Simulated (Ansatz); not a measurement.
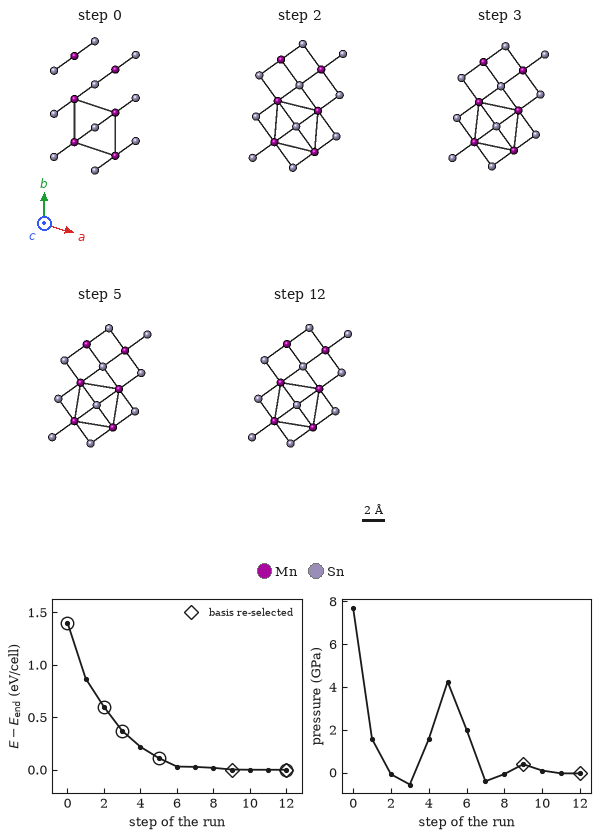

Frames of a relaxation of a crystal of Mn2Sn (a generated structure, set up in Cmmm) (coarse preliminary run), marked on the history of the run. The picture is a ball-and-stick view of the cell of the calculation, repeated 1 × 2 × 1 with one cell outlined, seen along the c axis.

These are results of Ansatz 0.2.0, DFT PBE, scalar-relativistic, plane waves, PAW, not measurements.

The input:
```yaml
crystal:
  lattice:
    - [2.34573964, -3.25383793, 0.0]
    - [2.34573964, 3.25383793, 0.0]
    - [0.0, 0.0, 4.30082685]
  atoms:
    - { symbol: Mn, position: [0.0, 0.0, 0.0], spin: 4.0 }
    - { symbol: Mn, position: [0.0, 0.0, 0.5], spin: 4.0 }
    - { symbol: Sn, position: [0.5, 0.5, 0.0] }
basis:
  ecutwfc: 420
kpoints:
  mp_grid: { grid: [4, 4, 4] }
hamiltonian:
  xc: pbe
scf:
  occupations: { method: gaussian, width: 0.1 }
  lower_state_search: "off"
output:
  forces: true
  stress: true
  eigenvalues: true
  populations: true
magnetization:
  spin_polarized: true
relax:
  adjacent_minimum: "off"
  f_tol: 0.04
  max_steps: 70
  cell: { stress_tol: 0.4 }
```

Run as
```bash
ansatz run input.yaml --threads 4 --pin off --max-ram 8192MiB --backend cpu --events-out ev --progress --plain --runs-dir out
```

Q: What happens along the run?

A: The energy falls by 1.403 eV per cell of the calculation in 10 accepted moves (12 points after the start). All forces vanish by symmetry, so only the cell relaxes. The pressure goes from 7.70 to −0.04 GPa. At 2 points the geometry stayed and the basis and grid were re-selected for the new cell (energy shift of 16.5 meV per cell of the calculation at most each time). The atoms keep their places relative to the cell (all moves are under 0.005 Å). The drawn cell changes as follows: a = b 4.011 → 3.638 Å (−9.3 %), c 4.301 → 5.017 Å (+16.6 %), γ 108.4° → 90.0°; the volume changes by +1.1 %. Among the contacts that change: Mn1–Sn3 3.254 → 2.573 Å, Mn1–Mn2 2.150 → 2.508 Å, Mn1–Sn3 (another image) 2.346 → 2.573 Å. New bonds form: Mn1–Sn3 (3.25 → 2.57 Å). The space group (tolerance 0.01 Å) goes from Cmmm (No. 65) to P4/mmm (No. 123). The run may lie on a higher electronic state than the lowest, so the end point isn't shown to be the ground-state structure. From step 0 to 2: volume −1.1 %, energy −0.803 eV per cell of the calculation. From step 2 to 3: volume −3.2 %, energy −0.229 eV per cell of the calculation. From step 3 to 5: volume −2.1 %, energy −0.259 eV per cell of the calculation. From step 5 to 12: volume +7.9 %, energy −0.113 eV per cell of the calculation.

| step | E − E(0), meV/atom | pressure, GPa | volume, Å³/atom | note |
| --- | --- | --- | --- | --- |
| 0 | 0.00 | 7.70 | 21.884 |  |
| 1 | -177.92 | 1.57 | 22.116 |  |
| 2 | -267.65 | -0.08 | 21.645 |  |
| 3 | -343.90 | -0.56 | 20.956 |  |
| 4 | -394.60 | 1.56 | 20.197 |  |
| 5 | -430.17 | 4.25 | 20.506 |  |
| 6 | -457.39 | 2.01 | 21.235 |  |
| 7 | -458.48 | -0.41 | 22.063 |  |
| 8 | -461.43 | -0.07 | 21.903 |  |
| 9 | -466.91 | 0.39 | 21.903 | same geometry, new basis |
| 10 | -467.50 | 0.10 | 22.049 |  |
| 11 | -467.63 | -0.04 | 22.136 |  |
| 12 | -467.69 | -0.04 | 22.136 | same geometry, new basis |

Limits of the set-up: the k-point mesh is coarse for a cell with partly filled bands.
